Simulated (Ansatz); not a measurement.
The coordinates of a crystal:

```cif
data_structure
_symmetry_space_group_name_H-M 'P 2/c'
_symmetry_Int_Tables_number 13
_cell_length_a 2.6106
_cell_length_b 14.4770
_cell_length_c 3.6133
_cell_angle_alpha 90.000
_cell_angle_beta 111.177
_cell_angle_gamma 90.000
_cell_volume 127.34
loop_
_atom_site_label
_atom_site_type_symbol
_atom_site_symmetry_multiplicity
_atom_site_Wyckoff_symbol
_atom_site_fract_x
_atom_site_fract_y
_atom_site_fract_z
_atom_site_occupancy
Si1 Si 2 f 0.50000 0.59272 0.25000 1
Si2 Si 2 e 0.00000 0.29091 0.25000 1
Si3 Si 2 f 0.50000 0.05818 0.25000 1
Si4 Si 2 e 0.00000 0.82545 0.25000 1
```

What would you see if this were drawn?

The element is silicon. The symmetry is that of P2/c (No. 13), on a primitive monoclinic lattice. The cell holds eight atoms. Neighbours within bonding distance: Si 2 to 4 (mean 3.5).

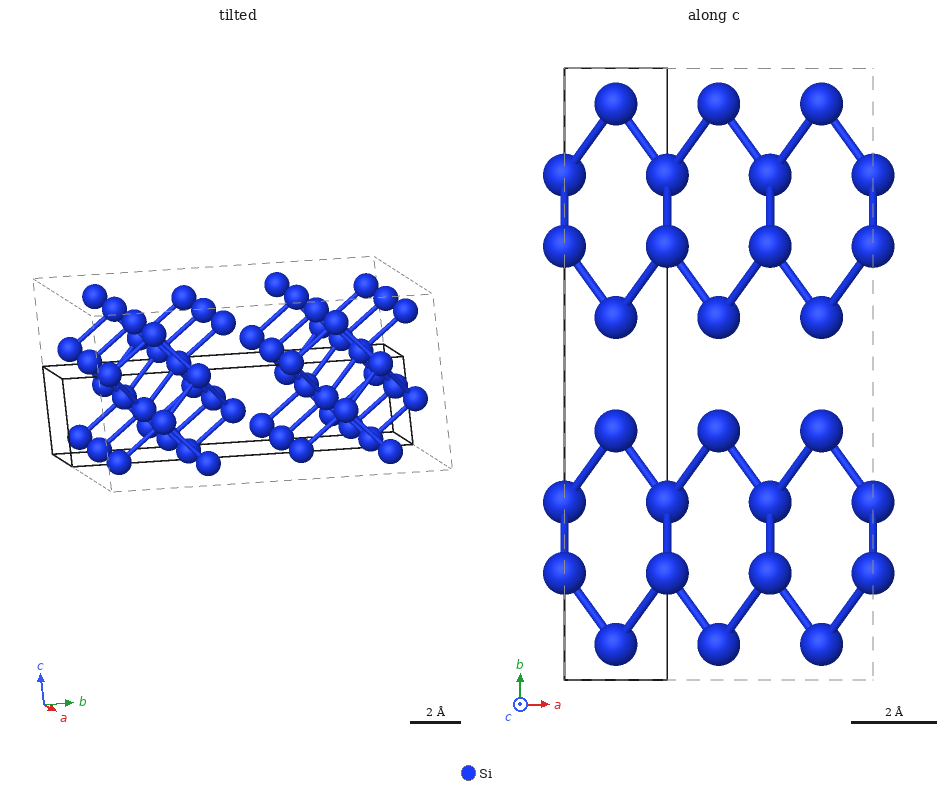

The figure gives a ball-and-stick picture of the atoms, viewed slightly off an axis and along the c axis. The solid frame is a single conventional unit cell within a 3×1×2 block. Colours: silicon blue.

Provenance: a structure listed in the Materials Project. The cell was then strained or its atoms displaced on purpose. A calculation with Ansatz used it as input.
